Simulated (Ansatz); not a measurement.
# Geometry relaxation, with input and output: Cu

The run: geometry relaxation of Cu (Fm-3m, 8 atoms in the cell). Method and program: DFT r2SCAN, scalar-relativistic, plane waves, PAW, no spin polarisation (Ansatz 0.2.0).

The structure derives from a Materials Project entry. It belongs to a series of runs on one base structure; here: 0 of 8 Cu sites taken by Ba, cell and atoms relaxed. Figures and captions count atoms from 1; the log counts them from 0 in places.

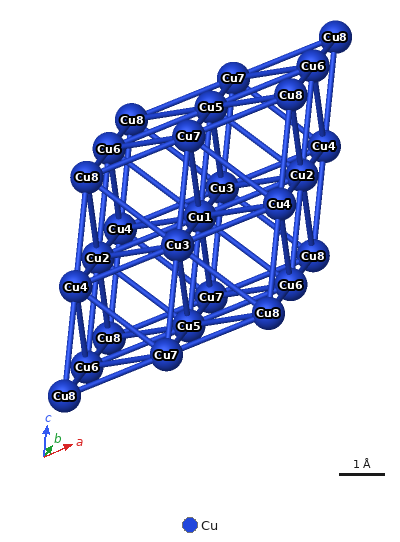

**Figure 1.** The starting structure (ball-and-stick view of the cell of the calculation, seen slightly off an axis; atoms are numbered from 1 in the order of the input). An atom can appear more than once, as a periodic image.

**Input**
```yaml
crystal:
  lattice:
    - [-3.576662231, -3.576662231, 0.0]
    - [-3.576662231, 0.0, -3.576662231]
    - [0.0, -3.576662231, -3.576662231]
  atoms:
    - { symbol: Cu, position: [0.5, 0.5, 0.5] }
    - { symbol: Cu, position: [0.0, 0.5, 0.5] }
    - { symbol: Cu, position: [0.5, 0.0, 0.5] }
    - { symbol: Cu, position: [0.0, 0.0, 0.5] }
    - { symbol: Cu, position: [0.5, 0.5, 0.0] }
    - { symbol: Cu, position: [0.0, 0.5, 0.0] }
    - { symbol: Cu, position: [0.5, 0.0, 0.0] }
    - { symbol: Cu, position: [0.0, 0.0, 0.0] }
basis:
  ecutwfc: 500
kpoints:
  mp_grid: { grid: [6, 6, 6] }
hamiltonian:
  xc: r2scan
scf:
  occupations: { method: gaussian, width: 0.1 }
output:
  forces: true
  stress: true
  eigenvalues: true
relax:
  adjacent_minimum: "off"
  f_tol: 0.015
  max_steps: 60
  cell: { stress_tol: 0.15 }
```

Machine: 1 thread of Arm Neoverse V2, 24 GiB of memory available, shared host.

Run as:
```bash
ansatz run input.yaml --threads 1 --pin off --max-ram 2560MiB --backend cpu --events-out ev --progress --plain --runs-dir out
```

**The program's output**
```
Engine: ansatz 0.2.0, aarch64-unknown-linux-gnu
Pseudopotentials: kind: paw
Pseudopotential: Cu, paw, valence charge 19, recommended cutoff 500 eV (meta_gga), Cu.paw.azcp
Functional definition: r2SCAN
  parameter k0 = 0.174
  parameter k1 = 0.065
  parameter a1 = 4.9479
  exchange = r2scan_x(k0 = k0, k1 = k1, a1 = a1)
  correlation = r2scan_c
Crystal: 8 atoms, lattice volume = 91.509 Å³
Basis set: ecut = 500 eV, 2277 PW (Γ), exchange–correlation on 160×160×160 points (64 copies of the dense FFT grid, shifted against one another)
Bands: 92, of which v1, the nominal top of the filled ones, is band 76 counted from 1 (75 counted from 0)
Symmetry: 384 space group operations
Space group: Fm-3m (ITA 225), of the structure as read, at distance tolerance 4.5e-5 Å
k-points: 16 of 216
Non-local potential: Cu, projectors of the file, l = 0: 3, l = 1: 2, l = 2: 3, l = 3: 1
PAW form: soft (Blöchl's): semilocal exchange-correlation on the pseudo side does not see the compensation charge
PAW frozen core: Cu, regenerated for the run's functional (the file was generated under x = pbe(κ = 0.804, μ = 0.2195149727645171), c = pbe(β = 0.06672455060314922))
PAW one-centre angular grid: Cu, 590 points (default); XC on 160 Gauss nodes
Initial density: superposition of atomic densities (neutral atoms: chi_scale 0, normalization atom), corrected by the library's trained network
Initial wavefunctions: pseudopotential atomic-orbital guess
Functional: x = r2scan, c = r2scan; τ floored in thin density (d = 2e-4 eV/Å³)
SCF iter   1: F=—  HF=-53050.028289 eV  |F-HF|=—  |Δ(HF+E_count)|=         —  Δρ=4.02e-2  dr2=8.05e-1  dr2_τ=5.96e-3  ethr=1.77e-3  ⟨swp⟩=4.7  Hψ=4668  notcnv=0  defer=40
preconditioner: auto → Kerker (q_TF=auto, 2.969 Å⁻¹)  [metal: Δε(μ)=0.071 eV  Ē_g=11.324 eV  σ=0.100 eV  W_gap=0.36  n_scr=50 (ndim 8)  ℏωp=36.4 eV  f_vac=0.000  D(μ)=1.83/eV (n_scr^D=14)]
SCF iter   2: F=—  HF=-53049.940769 eV  |F-HF|=—  |Δ(HF+E_count)|=   8.75e-2  Δρ=1.07e-2  dr2=3.64e-2  dr2_τ=9.63e-3  ethr=5.29e-4  ⟨swp⟩=2.0  Hψ=2472  notcnv=0  defer=146
preconditioner: auto → Resta (q_TF=auto, 2.969 Å⁻¹)  ε∞=11.8  [insulator: Δε(μ)=0.136 eV  Ē_g=11.083 eV  σ=0.100 eV  W_gap=0.56  n_scr=50 (ndim 8)  ℏωp=36.4 eV  f_vac=0.000  D(μ)=1.77/eV (n_scr^D=14)  ε∞_Penn≈11.8]
SCF iter   3: F=—  HF=-53049.894565 eV  |F-HF|=—  |Δ(HF+E_count)|=   4.62e-2  Δρ=9.11e-3  dr2=5.01e-2  dr2_τ=3.29e-4  ethr=2.40e-5  ⟨swp⟩=2.0  Hψ=2652  notcnv=0  defer=146
SCF iter   4: F=—  HF=-53049.881706 eV  |F-HF|=—  |Δ(HF+E_count)|=   1.29e-2  Δρ=1.35e-3  dr2=1.36e-3  dr2_τ=9.52e-5  ethr=2.40e-5  ⟨swp⟩=1.3  Hψ=1674  notcnv=0  defer=146
SCF iter   5: F=—  HF=-53049.882730 eV  |F-HF|=—  |Δ(HF+E_count)|=   1.02e-3  Δρ=5.46e-4  dr2=2.30e-4  dr2_τ=4.61e-6  ethr=8.96e-7  ⟨swp⟩=2.0  Hψ=2057  notcnv=0  defer=146
SCF iter   6: F=—  HF=-53049.882751 eV  |F-HF|=—  |Δ(HF+E_count)|=   2.15e-5  Δρ=8.24e-5  dr2=5.85e-6  dr2_τ=9.60e-8  ethr=1.51e-7  ⟨swp⟩=2.0  Hψ=1992  notcnv=0  defer=146
SCF iter   7: F=—  HF=-53049.882733 eV  |F-HF|=—  |Δ(HF+E_count)|=   1.82e-5  Δρ=3.25e-5  dr2=7.09e-7  dr2_τ=4.13e-9  ethr=3.85e-9  ⟨swp⟩=2.0  Hψ=2028  notcnv=0  defer=146
SCF iter   8: F=-53049.882733 eV  HF=-53049.882733 eV  |F-HF|=2.27e-8  |Δ(HF+E_count)|=   7.83e-8  Δρ=7.61e-6  dr2=3.41e-8  dr2_τ=1.28e-10  ethr=6.58e-11  ⟨swp⟩=8.1  Hψ=6418  notcnv=0
SCF 1 converged in 8 iterations: F = -53049.882733 eV  dr2 = 3.41e-8
  greatest PAW one-centre occupation: 1.000 electrons in one spin orbital (limit 2), on the Cu atom at site 7 (counted from 0), in its partial waves of l = 0
relax step   1: F+E_penalty+E_count = -53049.88273313 eV  Δ(F+E_penalty+E_count) = +0.000e0 eV  max|allowed force component| = 8.540e-29 eV/Å  Δτ_max = 0.0000 Å  P = -0.094 GPa  Ω = 91.509 Å³  (8 SCF iters, dr2 threshold 1.00e-7 eV, accepted)
Initial density: handed on by an earlier stage of this run
Initial wavefunctions: pseudopotential atomic-orbital guess (no wavefunctions were taken with the density)
iter 1 solved again at ethr=1.18e-9 eV; its pass at ethr=3.10e-3 eV (dr2=1.79e-6 eV) is discarded
SCF iter   1: F=—  HF=-53049.882733 eV  |F-HF|=—  |Δ(HF+E_count)|=         —  Δρ=7.38e-6  dr2=3.24e-8  dr2_τ=1.21e-10  ethr=1.18e-9  ⟨swp⟩=4.1  Hψ=9646  notcnv=0
preconditioner: auto → Kerker (q_TF=auto, 2.969 Å⁻¹)  [metal: Δε(μ)=0.084 eV  Ē_g=11.115 eV  σ=0.100 eV  W_gap=0.42  n_scr=50 (ndim 8)  ℏωp=36.4 eV  f_vac=0.000  D(μ)=1.84/eV (n_scr^D=14)]
SCF iter   2: F=—  HF=-53049.882733 eV  |F-HF|=—  |Δ(HF+E_count)|=   3.13e-9  Δρ=2.81e-6  dr2=2.06e-9  dr2_τ=4.19e-10  ethr=2.13e-11  ⟨swp⟩=2.0  Hψ=2456  notcnv=0
SCF iter   3: F=—  HF=-53049.882733 eV  |F-HF|=—  |Δ(HF+E_count)|=  2.84e-10  Δρ=2.23e-6  dr2=3.38e-9  dr2_τ=3.00e-11  ethr=1.00e-12  ⟨swp⟩=5.9  Hψ=6041  notcnv=0
SCF iter   4: F=-53049.882733 eV  HF=-53049.882733 eV  |F-HF|=2.91e-10  |Δ(HF+E_count)|=  7.57e-10  Δρ=6.76e-7  dr2=2.58e-10  dr2_τ=1.30e-11  ethr=1.00e-12  ⟨swp⟩=2.0  Hψ=4689  notcnv=0
SCF 2 converged in 4 iterations: F = -53049.882733 eV  dr2 = 2.58e-10
relax step   2: F+E_penalty+E_count = -53049.88273316 eV  Δ(F+E_penalty+E_count) = -2.209e-8 eV  max|allowed force component| = 5.653e-29 eV/Å  Δτ_max = 0.0000 Å  P = -0.094 GPa  Ω = 91.509 Å³  stress off target by 9.36e-2 GPa  SCF on the basis re-selected at this cell (its energy is not comparable with the rows above)  (4 SCF iters)
```

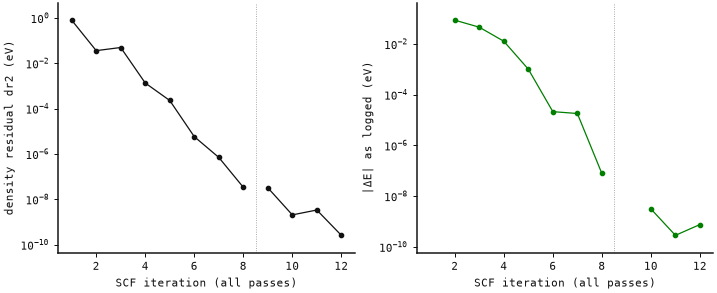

**Figure 2.** Convergence of the self-consistent field: density residual dr2 and size of the energy change against the SCF iteration. The dotted lines part the SCF passes of the relaxation: geometry steps, rejected trials and re-solves on a re-selected basis. The passes take 8 and 4 iterations.

```
basis re-selected at this cell: Δ(F+E_penalty+E_count) = -2.209e-8 eV, ΔP = +0.000 GPa vs the last step (what re-selecting the basis moved, of the pressure what is left beyond the Pulay correction that the steps carried, after the strain that the cell walked since its last selection, with what the two solves' SCF thresholds leave and, on support functions, any second-order correction that the steps lacked; it is no measure of the basis error at this ecutwfc). This SCF's stress stands 9.36e-2 GPa from its target on what of the cell is left free (relax.cell.stress_tol is 1.50e-1 GPa) and its largest allowed force component is 5.65e-29 eV/Å (relax.f_tol is 1.50e-2 eV/Å): within both
SCF converged after 4 iterations
Free energy (F): -53049.882733 eV
Harris-Foulkes:  -53049.882733 eV  (|F-HF|=2.91e-10)
Internal energy: -53049.873508 eV  (E = F + TS)
E sigma→0 (E₀):  -53049.878121 eV
Entropy (-TS):   -0.009225 eV (-1.153 meV/atom)
Fermi energy:    17.176389 eV
--- Per-component energies (eV) ---
  E_band       = -2998.746323
  E_kinetic    = 2400.033434
  E_local      = -32013.225486  (includes V_loc(G=0)·N_el)
  E_nonlocal   = 3162.457624
  E_hartree    = 14153.537237
  E_xc         = -671.506720
  E_vxc        = -999.059417  (∫ρ·V_xc dr)
  E_paw        = -13424.458389  (= ΣΔE_a)
  E_vpaw       = -3927.964758  (= ΣTr[D̂ρ^β])
  E_aug_tail   = 0.001233  (compensation charges beyond the density's cutoff)
  E_vtau       = 71.934468  (kinetic-family band-sum trace: ∫τ·v_τ [+ j·A + Jᵃ·Aᵃ] dr)
  E_ewald      = -26654.303578
  E_core_change = -2.408864  (= ΣΔE_core)
  E_smearing   = -0.009225  (= −TS)
  E_closure    = -0.000000  (closes the sum)
  Σ components = -53049.882733   (vs F -53049.882733, Δ=0.00e0)
--- Forces (eV/Å), atoms counted from 1 ---
  atom   1  Cu    -0.00000000    -0.00000000    -0.00000000
  atom   2  Cu    -0.00000000     0.00000000    -0.00000000
  atom   3  Cu    -0.00000000    -0.00000000    -0.00000000
  atom   4  Cu    -0.00000000     0.00000000    -0.00000000
  atom   5  Cu    -0.00000000    -0.00000000    -0.00000000
  atom   6  Cu    -0.00000000     0.00000000    -0.00000000
  atom   7  Cu    -0.00000000    -0.00000000     0.00000000
  atom   8  Cu    -0.00000000     0.00000000     0.00000000
  max |Σ_I F_I| component: 4.71e-28 eV/Å
--- Stress (GPa, compression-positive) ---
       -0.093570       0.000000      -0.000000
       -0.000000      -0.093570       0.000000
       -0.000000      -0.000000      -0.093570
  P = ⅓ Tr σ = -0.0936 GPa (-0.936 kbar)
--- Band table (eV; the first three rows and the last of 16) ---
  k-point 0: bands = ["-99.2695", "-99.2533", "-99.2533", "-99.2533", "-99.2533", "-99.2480", "-99.2480", "-99.2480", "-55.1473", "-55.1473", "-55.1473", "-55.1473", "-55.1411", "-55.1411", "-55.1411", "-55.0701", "-55.0701", "-55.0701", "-55.0701", "-55.0701", "-55.0701", "-55.0412", "-55.0412", "-55.0412", "-55.0412", "-55.0412", "-55.0412", "-55.0412", "-55.0412", "-55.0226", "-55.0226", "-55.0226", "7.2695", "11.8234", "11.8234", "11.8234", "11.8234", "11.9950", "11.9950", "11.9950", "12.5091", "12.5091", "12.5091", "13.9888", "13.9888", "13.9888", "13.9888", "13.9888", "13.9888", "13.9888", "13.9888", "14.0403", "14.0403", "14.0403", "14.9038", "14.9038", "15.4927", "15.4927", "15.4927", "15.5278", "15.5278", "15.5278", "15.5278", "15.5278", "15.5278", "15.5278", "15.5278", "15.6916", "15.6916", "15.6916", "15.6916", "15.6916", "15.6916", "16.0697", "16.0697", "16.0697", "16.0697", "18.7757", "18.7757", "18.7757", "21.3850", "21.3850", "21.3850", "21.3850", "24.9009", "24.9009", "24.9009", "31.1952", "31.1952", "31.1952", "31.1952", "31.1952"]
  k-point 1: bands = ["-99.2685", "-99.2544", "-99.2530", "-99.2530", "-99.2530", "-99.2484", "-99.2484", "-99.2484", "-55.1438", "-55.1438", "-55.1438", "-55.1390", "-55.1370", "-55.1370", "-55.1370", "-55.0727", "-55.0727", "-55.0727", "-55.0682", "-55.0682", "-55.0682", "-55.0462", "-55.0462", "-55.0462", "-55.0431", "-55.0431", "-55.0431", "-55.0399", "-55.0399", "-55.0310", "-55.0239", "-55.0239", "7.5386", "11.6447", "11.9504", "11.9504", "11.9504", "12.0799", "12.0799", "12.0799", "12.5830", "12.5830", "12.5830", "13.8897", "13.8897", "13.8897", "13.9820", "14.0243", "14.0243", "14.0798", "14.0798", "14.0798", "14.0899", "14.0899", "14.7655", "14.7655", "14.7655", "14.8850", "14.8850", "15.0820", "15.3503", "15.3503", "15.3503", "15.4055", "15.4055", "15.4055", "15.4458", "15.4458", "15.5334", "15.5334", "15.5334", "15.6477", "15.6477", "15.6477", "16.8905", "16.8905", "16.8905", "18.7052", "18.7052", "18.7052", "21.6839", "21.6839", "21.6839", "23.0606", "25.6893", "25.6893", "25.6893", "29.5074", "29.5074", "29.5074", "31.5808", "31.5808"]
  k-point 2: bands = ["-99.2655", "-99.2574", "-99.2520", "-99.2520", "-99.2520", "-99.2494", "-99.2494", "-99.2494", "-55.1349", "-55.1349", "-55.1349", "-55.1283", "-55.1283", "-55.1283", "-55.1163", "-55.0773", "-55.0773", "-55.0773", "-55.0629", "-55.0629", "-55.0629", "-55.0593", "-55.0593", "-55.0593", "-55.0539", "-55.0484", "-55.0484", "-55.0484", "-55.0365", "-55.0365", "-55.0273", "-55.0273", "8.3233", "10.8530", "12.2725", "12.2725", "12.2725", "12.3094", "12.3094", "12.3094", "12.7832", "12.7832", "12.7832", "13.5637", "13.5637", "13.5637", "13.8450", "14.0033", "14.1025", "14.1025", "14.1025", "14.1141", "14.1141", "14.1875", "14.1875", "14.3369", "14.3369", "14.3369", "14.6165", "14.6165", "14.6165", "14.8770", "14.8770", "15.1106", "15.1106", "15.1106", "15.2355", "15.2355", "15.5491", "15.5491", "15.5491", "15.6021", "15.6021", "15.6021", "17.7349", "17.7349", "17.7349", "18.5384", "18.5384", "18.5384", "22.6775", "22.6775", "22.6775", "26.4413", "26.7680", "26.7680", "26.7680", "27.8099", "27.8099", "27.8099", "32.6842", "32.6842"]
  k-point 15: bands = ["-99.2580", "-99.2580", "-99.2561", "-99.2561", "-99.2507", "-99.2507", "-99.2487", "-99.2487", "-55.1144", "-55.1144", "-55.1099", "-55.1099", "-55.1026", "-55.1026", "-55.1016", "-55.1016", "-55.0908", "-55.0908", "-55.0899", "-55.0899", "-55.0634", "-55.0634", "-55.0612", "-55.0612", "-55.0506", "-55.0506", "-55.0503", "-55.0503", "-55.0425", "-55.0425", "-55.0387", "-55.0387", "10.4922", "10.4922", "11.2684", "11.2684", "12.8822", "12.8822", "12.9084", "12.9084", "13.2913", "13.2913", "13.3302", "13.3302", "13.3387", "13.3387", "13.3874", "13.3874", "13.4804", "13.4804", "13.4998", "13.4998", "13.9043", "13.9043", "14.1526", "14.1526", "14.6704", "14.6704", "14.7259", "14.7259", "14.7526", "14.7526", "14.7852", "14.7852", "14.8469", "14.8469", "14.8533", "14.8533", "15.2129", "15.2129", "15.3874", "15.3874", "15.5413", "15.5413", "15.9966", "15.9966", "18.6497", "18.6497", "21.2959", "21.2959", "24.2970", "24.2970", "25.6019", "25.6019", "26.7033", "26.7033", "27.5302", "27.5302", "29.6082", "29.6082", "29.9653", "29.9653"]
--- Relaxed structure (1 steps of the walk, 1 accepted, 1 SCFs on fresh bases) ---
  F+E_penalty+E_count = -53049.88273316 eV   max|allowed force component| = 5.653e-29 eV/Å   (the final SCF, on the basis selected at the relaxed cell)
  cell:  # Å, volume = 91.5090 Å³
    - [-3.576662231, -3.576662231, 0.0]
    - [-3.576662231, 0.0, -3.576662231]
    - [0.0, -3.576662231, -3.576662231]
  atoms:
    - { symbol: Cu, position: [0.5, 0.5, 0.5] }
    - { symbol: Cu, position: [0.0, 0.5, 0.5] }
    - { symbol: Cu, position: [0.5, 0.0, 0.5] }
    - { symbol: Cu, position: [0.0, 0.0, 0.5] }
    - { symbol: Cu, position: [0.5, 0.5, 0.0] }
    - { symbol: Cu, position: [0.0, 0.5, 0.0] }
    - { symbol: Cu, position: [0.5, 0.0, 0.0] }
    - { symbol: Cu, position: [0.0, 0.0, 0.0] }
```

**Trajectory as extended XYZ (Å, eV, eV/Å), 2 frames, from step=1 to step=2**
```
8
Lattice="-3.5767 -3.5767 0.0000 -3.5767 0.0000 -3.5767 0.0000 -3.5767 -3.5767" Properties=species:S:1:pos:R:3:forces:R:3 step=1 energy=-53049.88273 pressure_GPa=-0.09
Cu   -3.5767   -3.5767   -3.5767    0.0000   0.0000   0.0000
Cu   -1.7883   -1.7883   -3.5767    0.0000   0.0000   0.0000
Cu   -1.7883   -3.5767   -1.7883    0.0000   0.0000   0.0000
Cu    0.0000   -1.7883   -1.7883    0.0000   0.0000   0.0000
Cu   -3.5767   -1.7883   -1.7883    0.0000   0.0000   0.0000
Cu   -1.7883    0.0000   -1.7883    0.0000   0.0000   0.0000
Cu   -1.7883   -1.7883    0.0000    0.0000   0.0000   0.0000
Cu    0.0000    0.0000    0.0000    0.0000   0.0000   0.0000
8
Lattice="-3.5767 -3.5767 0.0000 -3.5767 0.0000 -3.5767 0.0000 -3.5767 -3.5767" Properties=species:S:1:pos:R:3:forces:R:3 step=2 energy=-53049.88273 pressure_GPa=-0.09
Cu   -3.5767   -3.5767   -3.5767    0.0000   0.0000   0.0000
Cu   -1.7883   -1.7883   -3.5767    0.0000   0.0000   0.0000
Cu   -1.7883   -3.5767   -1.7883    0.0000   0.0000   0.0000
Cu    0.0000   -1.7883   -1.7883    0.0000   0.0000   0.0000
Cu   -3.5767   -1.7883   -1.7883    0.0000   0.0000   0.0000
Cu   -1.7883    0.0000   -1.7883    0.0000   0.0000   0.0000
Cu   -1.7883   -1.7883    0.0000    0.0000   0.0000   0.0000
Cu    0.0000    0.0000    0.0000    0.0000   0.0000   0.0000
```

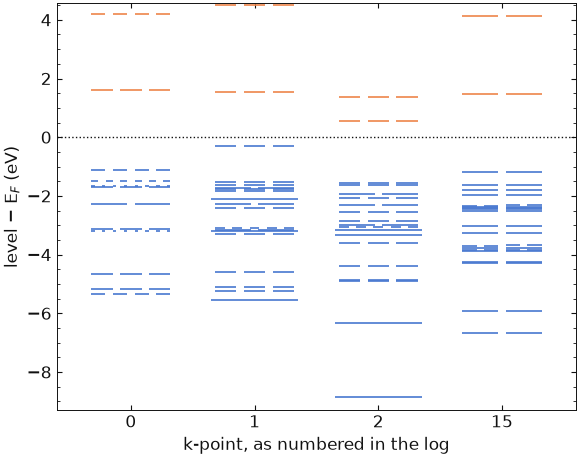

**Figure 3.** Kohn–Sham levels near the Fermi level (dotted) at the few k-points that the log prints; levels within 0.02 eV of each other stand side by side. The system is metallic on the full mesh.

**Summary**

```tsv
quantity	value
outcome	converged
space group (tolerance 0.01 Å)	Fm-3m (225)
electrons treated	152
free energy	−53049.8827 eV
Fermi energy	17.176 eV
gap on the k-point mesh	none (metallic)
pressure	−0.09 GPa
final volume	91.51 Å³
largest force (length of the vector) at the end	under 0.001 eV/Å
final cell	a = 5.058 Å, b = 5.058 Å, c = 5.058 Å, α = 60.00°, β = 60.00°, γ = 60.00°
wall time	32 s
peak memory	0.7 GiB
```
